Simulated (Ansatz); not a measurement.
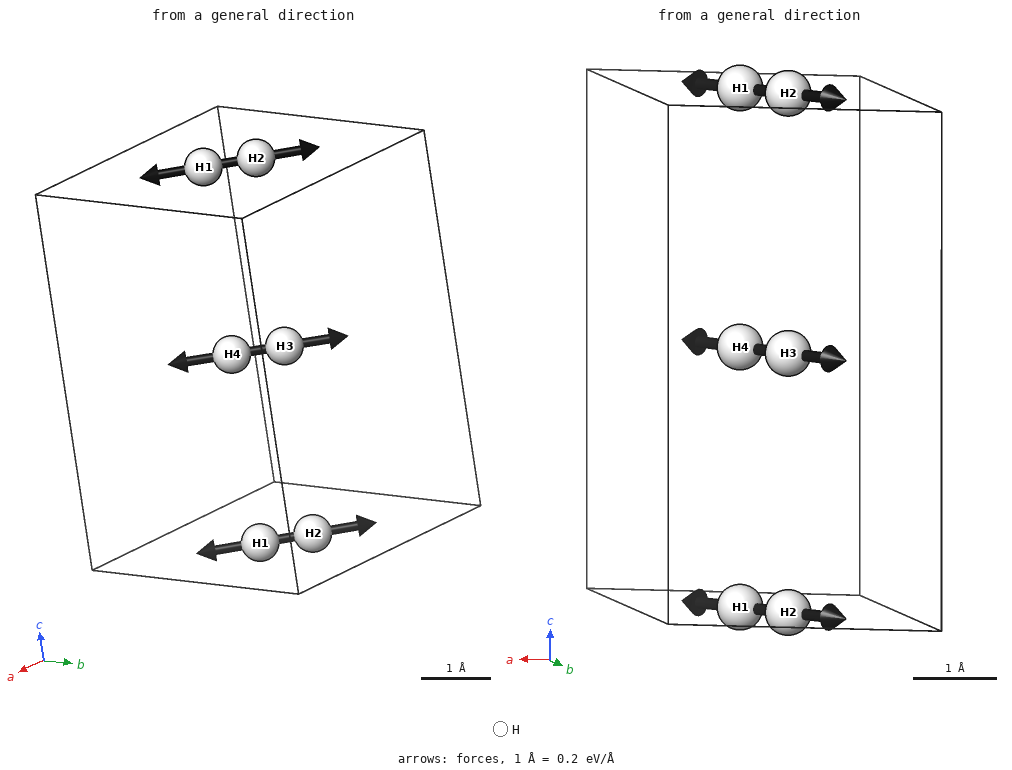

Spheres-only representation of a periodic structure, projected from two general directions. The simulation cell is drawn as a box. The arrows are the computed forces on the atoms.

System: H. Computational set-up: DFT LDA, scalar-relativistic, plane waves, PAW (Ansatz 0.2.0), a cutoff energy of 420 eV, k-grid 8×8×4, Gaussian smearing of 0.05 eV, no spin polarisation.

Question: Is the structure at rest?

Answer: No. The atoms still feel forces of up to about 0.29 eV/Å, far above a usual threshold of 0.01 to 0.03 eV/Å.

Question: Which atom feels the largest force?

Answer: All H atoms, about 0.29 eV/Å.

Starting structure: a structure listed in the Materials Project. The cell was then strained or its atoms displaced on purpose. It went into a calculation with Ansatz.
